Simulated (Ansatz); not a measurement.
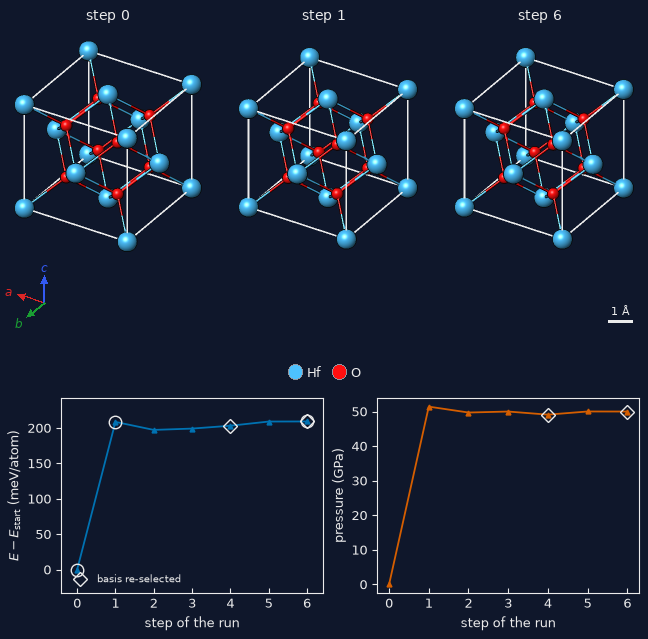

Frames of a relaxation of a crystal of HfO₂ (set up in Fm-3m), marked on the history of the run. Style: ball-and-stick. Shown: the conventional cell (4 times the calculation's cell), from a free direction. Lengths and directions refer to the drawn axes.

Case: relaxed at 50 GPa.

Theory: DFT PBE, scalar-relativistic, plane waves, PAW (Ansatz 0.2.0). (plane-wave cutoff 420 eV; k-point mesh 8 × 8 × 8; occupations fixed; target pressure 50 GPa; no spin polarisation; cell and atoms relaxed; force threshold 0.001 eV/Å; at most 60 steps)

### What happens along the run?

The atoms keep their places relative to the cell (all moves are under 0.005 Å). The volume changes by −13.8 %, with a = b = c 5.098 → 4.851 Å (−4.8 %). Some distances before and after: Hf–Hf 3.605 → 3.430 Å, Hf–O 2.207 → 2.101 Å. The space group stays Fm-3m (No. 225). The energy rises by 209 meV per atom in 4 accepted moves (6 points after the start). With the target pressure of 50 GPa, the enthalpy E + pV changes by −267 meV per atom. All forces vanish by symmetry, so only the cell relaxes. The pressure goes from −0.01 to 50.00 GPa. At 2 points the geometry stayed and the basis and grid were re-selected for the new cell (energy shift of 4.0 meV per atom at most each time). From step 0 to 1: volume −13.9 %, energy +209 meV per atom. From step 1 to 6: volume +0.1 %, energy +0.6 meV per atom.
